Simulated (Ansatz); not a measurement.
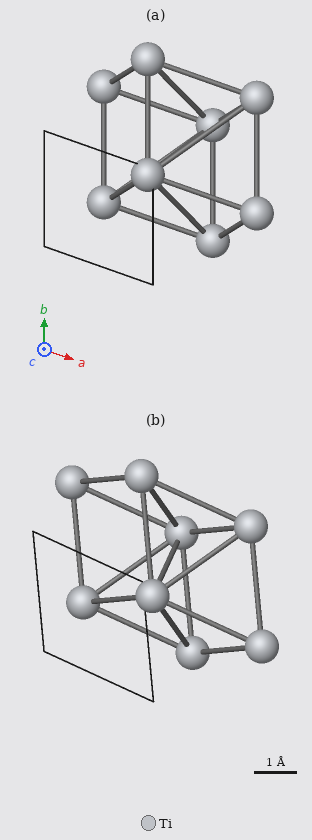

The structure of a crystal of Ti (set up in P-1) before (top) and after (bottom) a relaxation, at one scale.

A ball-and-stick model of the cell of the calculation, repeated 2 × 2 × 1 with one cell outlined, seen along the c axis.

Case: a zone-boundary wave of random shape, sigma 0.4 Å; relaxed back.

Computed with Ansatz, DFT r2SCAN, scalar-relativistic, plane waves, PAW.

The input:
```yaml
crystal:
  lattice:
    - [-1.6258948731, 1.6258948731, 1.6258948731]
    - [1.6258948731, -1.6258948731, 1.6258948731]
    - [3.2517897461, 3.2517897461, 0.0]
  atoms:
    - { symbol: Ti, position: [-0.0481481515, -0.0640817809, -0.0408473928] }
    - { symbol: Ti, position: [0.5481481515, 0.5640817809, 0.5408473928] }
basis:
  ecutwfc: 500
kpoints:
  mp_grid: { grid: [12, 12, 8] }
hamiltonian:
  xc: r2scan
scf:
  occupations: { method: gaussian, width: 0.15 }
output:
  forces: true
  stress: true
  eigenvalues: true
relax:
  adjacent_minimum: "off"
  f_tol: 0.01
  max_steps: 80
  cell: { stress_tol: 0.1 }
```

Command:
```bash
ansatz run input.yaml --threads 1 --pin off --max-ram 2560MiB --backend cpu --events-out ev --progress --plain --runs-dir out
```

> Summarise the run.

The run was cut off at its time limit before the program reported convergence, but its last step already meets the force threshold: the largest component is 0.0013 eV/Å against 0.01 eV/Å. The pressure is within 0.01 GPa of its target. The energy falls by 296 meV per atom in 7 geometry steps. The largest force component goes from 1 to 0.0013 eV/Å. Pressure: 2.21 GPa at the start and 0.00 GPa at the end. The largest moves relative to the cell, 0.46 Å, are those of Ti1 and Ti2. Ti1 goes roughly along [3 0 1]. The volume changes by +0.7 %, with a = b 2.816 → 2.936 Å (+4.3 %), c 4.599 → 4.638 Å (+0.8 %), γ 109.5° → 120.0°. Near-neighbour distances that change, for instance: Ti1–Ti2 3.076 → 4.108 Å, Ti1–Ti2 (another image) 3.499 → 2.873 Å, Ti1–Ti2 (another image) 2.301 → 2.872 Å, Ti1–Ti2 (another image) 3.335 → 2.872 Å. New bonds form: Ti1–Ti2 (3.50 → 2.87 Å). The space group (tolerance 0.01 Å) goes from P-1 (No. 2) to P6_3/mmc (No. 194).
